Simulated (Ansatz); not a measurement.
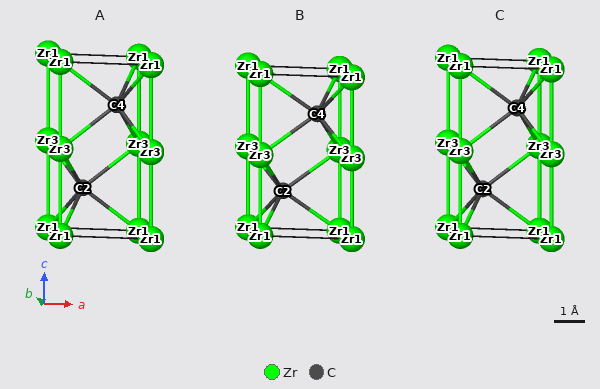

3 geometries from one relaxation of crystalline ZrC (a generated structure, set up in P6_3/mmc), in shuffled order. A ball-and-stick model of the cell of the calculation, seen from a free direction.

Case: stacking AA.

Level of theory: DFT PBE, scalar-relativistic, plane waves, PAW (Ansatz 0.2.0). Set-up: plane-wave cutoff 420 eV; k-point mesh 12 × 12 × 9; occupations gaussian; smearing width 0.1 eV; no spin polarisation; cell and atoms relaxed; force threshold 0.01 eV/Å; at most 45 steps.

**Put them in the order of the run, from the start to the converged end.**

B, C, A. They are steps 0, 1, 7, at +117 meV per atom, +14.7 meV per atom relative to the last. The energy falls by 117 meV per atom in 5 accepted moves (7 points after the start). All forces vanish by symmetry, so only the cell relaxes. Pressure: 13.86 GPa at the start and 0.00 GPa at the end. At 2 points the geometry stayed and the basis and grid were re-selected for the new cell (energy shift of 1.8 meV per atom at most each time). The atoms keep their places relative to the cell (all moves are under 0.005 Å). Cell: a = b 3.330 → 3.301 Å (−0.9 %), c 5.436 → 5.845 Å (+7.5 %). Volume +5.7 %. Some distances before and after: Zr1–Zr3 2.718 → 2.922 Å, C2–Zr3 2.355 → 2.402 Å, Zr1–Zr1 3.330 → 3.301 Å. Bond angles that change, for instance: Zr1–C2–Zr3 70.5° → 74.9°, Zr1–C2–Zr1 90.0° → 86.8°. The space group stays P6_3/mmc (No. 194).
